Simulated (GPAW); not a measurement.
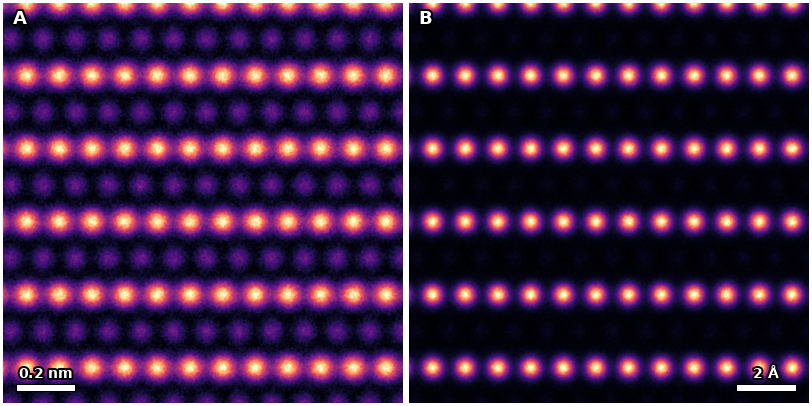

Two simulated images of the same area of HfO2 (Fm-3m, No. 225) along [210], with a probe of 0.54 Å. One is incoherent Z contrast (Z^1.7 per atom), the other the projected potential of neutral atoms blurred by the probe (iDPC-like, thin sample). Brightness is counted from the darkest point of the image. Shot noise was added. Atomic positions: an entry of the Crystallography Open Database, as set up for an electronic-structure calculation.

Question: Which panel is which, and how can one tell?

Answer: B is the Z-contrast image and A the potential image. The columns of 2 O per repeat reach about 4 % of the brightest peak (1 Hf) in B but about 28 % in A, mainly since the potential grows much more slowly with atomic number. The O columns show clearly in A alone.
